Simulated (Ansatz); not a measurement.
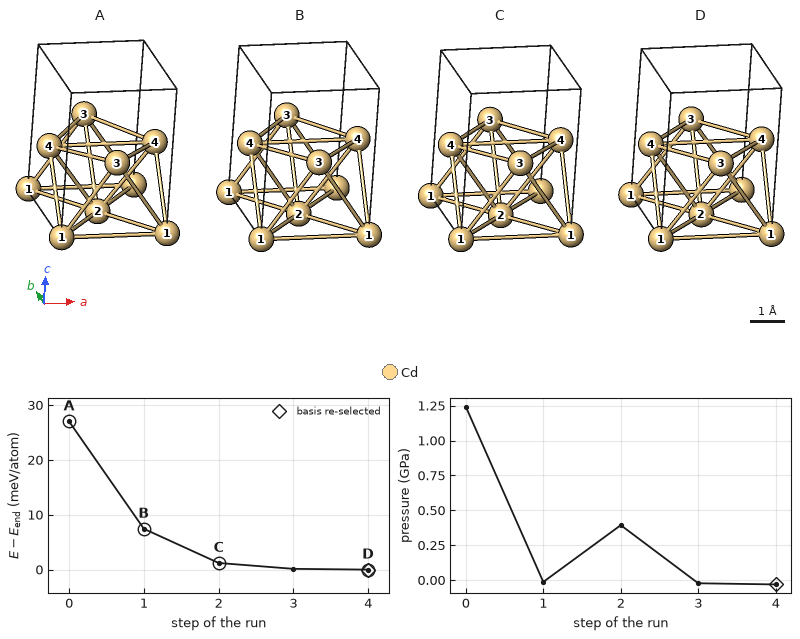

Frames of a relaxation of solid Cd (a generated structure, set up in P1) (coarse preliminary run), marked on the history of the run. A ball-and-stick model of the cell of the calculation, seen slightly off an axis.

Computed with DFT PBE, scalar-relativistic, plane waves, PAW in Ansatz.

The input:
```yaml
crystal:
  lattice:
    - [-2.2536327008, 0.0386851016, -2.3009939687]
    - [-2.2105822466, -4.4892530041, 2.3353137176]
    - [-2.19856759, 4.3998681444, 2.1685586547]
  atoms:
    - { symbol: Cd, position: [0.0085861562, 0.0025294127, 0.0103689994] }
    - { symbol: Cd, position: [0.5062737187, 0.5030655806, 0.0081154708] }
    - { symbol: Cd, position: [0.4850921433, 0.0012205117, 0.5084307845] }
    - { symbol: Cd, position: [4.79819e-05, 0.4931844951, 0.4730847453] }
basis:
  ecutwfc: 420
kpoints:
  mp_grid: { grid: [6, 4, 4] }
hamiltonian:
  xc: pbe
scf:
  occupations: { method: gaussian, width: 0.2 }
  lower_state_search: "off"
output:
  forces: true
  stress: true
  eigenvalues: true
relax:
  adjacent_minimum: "off"
  f_tol: 0.025
  max_steps: 60
  cell: { stress_tol: 0.25 }
```

Launched with:
```bash
ansatz run input.yaml --threads 1 --pin off --max-ram 2560MiB --backend cpu --events-out ev --progress --plain --runs-dir out
```

What happens along the run?

Cd4 moves most relative to the cell: 0.13 Å roughly along [0 1 3]. The drawn cell changes as follows: a 3.221 → 3.388 Å (+5.2 %), b 5.522 → 5.402 Å (−2.2 %), c 5.375 → 5.413 Å (+0.7 %), α 109.3° → 111.1°, β 89.6° → 90.0°, γ 91.8° → 90.0°; the volume changes by +2.5 %. Near-neighbour distances that change, for instance: Cd1–Cd4 3.297 → 3.069 Å, Cd2–Cd4 2.988 → 3.197 Å, Cd1–Cd1 3.221 → 3.388 Å, Cd2–Cd4 (another image) 3.301 → 3.200 Å. The space group stays P1 (No. 1). The energy falls by 27.0 meV per atom in 3 accepted moves (4 points after the start). Largest force component: 0.38 eV/Å at the start, 0.012 eV/Å at the end. Pressure: 1.24 GPa at the start and −0.03 GPa at the end. The SCF was repeated once at an unchanged geometry on a basis and grid sized afresh for the cell, which shifted the energy by 0.1 meV per atom at most. The run took 91 s on 1 thread of Arm Neoverse V1 (shared host), peak memory 0.42 GiB. From step 0 to 1: Cd4 moves most (0.11 Å), volume +2.2 %, energy −19.6 meV per atom. From step 1 to 2: Cd atoms move most (0.02 Å), volume −0.7 %, energy −6.2 meV per atom. From step 2 to 4: Cd3 moves most (0.02 Å), volume +1.0 %, energy −1.2 meV per atom.

```csv
step,"E − E(0), meV/atom","largest force component, eV/Å","pressure, GPa","volume, Å³/atom",note
0,0.00,0.3825,1.24,22.543,
1,-19.58,0.0753,-0.01,23.047,
2,-25.81,0.0622,0.39,22.886,
3,-26.88,0.0118,-0.02,23.112,
4,-27.02,0.0118,-0.03,23.112,"same geometry, new basis"
```
